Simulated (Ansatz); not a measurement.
System: P, space group R-3m (No. 166).

Input of the run:
```
crystal:
  lattice:
    - [1.7376899457, 1.0032557579, 3.073457101]
    - [-1.7376899457, 1.0032557579, 3.073457101]
    - [0.0, -2.0065115159, 3.073457101]
  atoms:
    - { symbol: P, position: [0.7704538383, 0.7704538383, 0.7704538383] }
    - { symbol: P, position: [0.2295461617, 0.2295461617, 0.2295461617] }
basis:
  ecutwfc: 420
kpoints:
  mp_grid: { grid: [21, 21, 21] }
hamiltonian:
  xc: pbe
scf:
  occupations: { method: fermi_dirac, width: 0.15 }
output:
  eigenvalues: true
phonons:
  method: dfpt
  eigenvectors: true
```

Launched with:
```bash
ansatz run input.yaml --threads 1 --pin off --max-ram 2048MiB --backend cpu --events-out ev --progress --plain --runs-dir out
```

Computed with Ansatz 0.2.0: harmonic phonon frequencies at the zone centre with atoms at rest in the given cell, without the long-range term of polar modes, the three translations left out, imaginary frequencies are negative; plane waves with PAW datasets, Γ-centred k mesh. Level: PBE, no spin polarisation.

- wave cutoff: 420 eV
- k mesh: 21×21×21
- occupations: Fermi–Dirac
- smearing width: 0.15 eV
- pressure: 0 GPa
- phonon method: linear response

Describe the result: the zone-centre optical phonon frequencies (the three acoustic modes are left out).

No frequency is imaginary, so the structure is stable to these displacements (zone-boundary modes weren't tested here). The highest mode lies at 372.3 cm⁻¹. The optical modes lie at 262.6 (×2), 372.3 cm⁻¹.

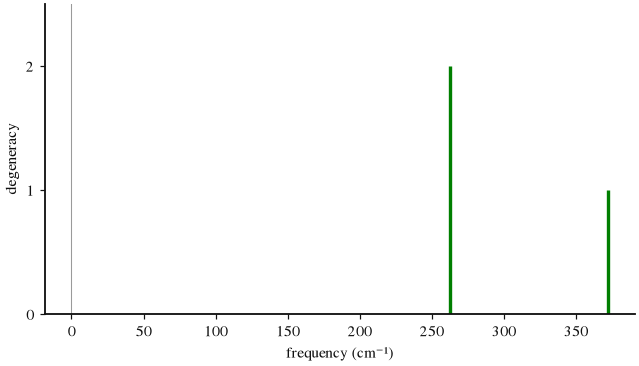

Note: metal sensitive to the k mesh.
